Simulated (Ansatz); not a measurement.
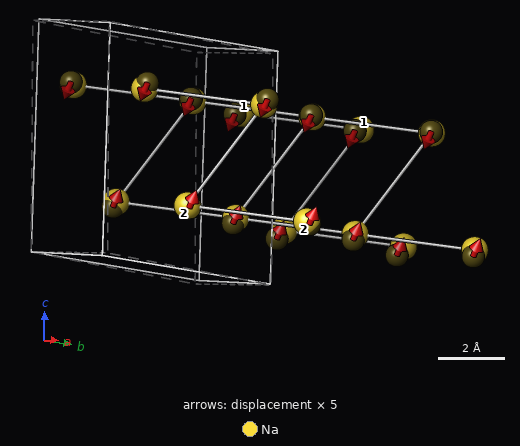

A symmetric starting cell of Na (made from another compound by putting Na in place of K), drawn pale, and a changed version of it, drawn solid. The red arrows show how the atoms are displaced (without the part that the change of the cell carries along), magnified 5 times. Besides, the cell is strained by +7.5 % along [1 −2 −1], −0.9 % roughly along [0 1 −1], −1.3 % along [3 1 1] (volume +5.1 %). A ball-and-stick model of the conventional cell (2 times the calculation's cell), repeated 2 × 2 × 1 with one cell outlined, seen from a free direction. Lengths and directions refer to the drawn axes.

Method: Ansatz 0.2.0, DFT PBEsol, scalar-relativistic, plane waves, PAW. Set-up: plane-wave cutoff 420 eV; k-point mesh 12 × 10 × 6; occupations gaussian; smearing width 0.1 eV; no spin polarisation.

### Describe the displacements and the computed response.

Atoms are displaced by 0.13 Å relative to the cell: Na1 0.13 Å roughly along [−3 0 −2]. No relaxation follows. The starting cell wasn't computed here and needn't be at equilibrium, so pressure and forces aren't due to the change alone. The pressure is −1.3 GPa (not all of it need come from the change, since the unchanged cell can be under pressure at this level too). The principal stresses (compression positive) are −1.1 GPa along [2 2 1] and −1.4 GPa across it. The largest forces, 0.042 eV/Å, act on Na1 and Na2. Among the bonded contacts that change: Na–Na 4.069 → 3.851 Å, Na–Na 3.932 → 3.894 Å. The space group stays P-1 (No. 2).
